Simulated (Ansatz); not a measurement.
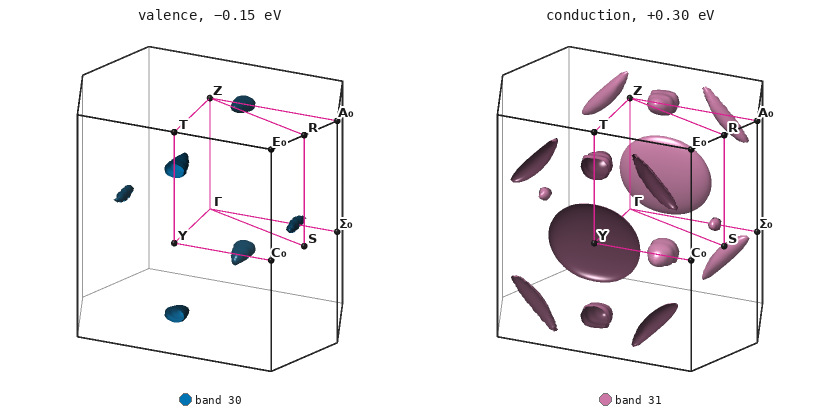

SnSe in space group Cmcm: constant-energy surfaces at both band edges (energies from each edge).

Computed with DFT PBE, scalar-relativistic, plane waves, PAW; levels and slopes on a dense k mesh at the converged density in Ansatz. No spin polarisation. k mesh for the levels: 20×20×18. Cell and positions as given, without relaxation.

Masses come from a second pass at points close to the extrema; at the energies drawn a band may no longer be parabolic.

**What kind of gap has this crystal, and what size does the calculation give?**

The gap is indirect, 0.31 eV at this level of theory (semilocal functionals give gaps that are too small, and can reorder valleys that lie close). It is nearly direct: the smallest vertical gap, on the T–Y line, is only 0.33 eV, so the kind of gap isn't settled at this level. Another valley lies within 0.05 eV of an edge, so the kind of gap can change with the cell or the functional.

**Give the valleys and their effective masses.**

Valence band (extrema up to 0.15 eV from the edge): two equivalent maxima on the T–Y line, principal masses 0.038, 0.13 and 0.38 mₑ; two equivalent maxima on the Σ₀–Γ line, 0.10 eV below the edge, principal masses 0.076, 0.16 and 1.10 mₑ. Band 30 forms the valence edge.
Conduction band (extrema up to 0.30 eV from the edge): one minimum at Y, principal masses 0.064, 0.73 and 1.81 mₑ; two equivalent minima on the T–Y line, principal masses 0.037, 0.10 and 0.33 mₑ; four equivalent minima away from the named points and lines, 0.19 eV above the edge, principal masses 0.083, 0.095 and 1.89 mₑ; two equivalent minima on the Σ₀–Γ line, 0.22 eV above the edge, principal masses 0.072, 0.11 and 0.15 mₑ. Band 31 forms the conduction edge. Another band lies within 0.06 eV there, so the masses may hold only close to the extrema.

Spin-orbit coupling, left out here, can change the gap, its kind, the place of the band edges and the masses, since the compound holds Sn and Se.

The run (self-consistency and the dense mesh) took 4.2 min on 1 thread of Arm Neoverse V2 (shared host), peak memory 1.9 GiB.
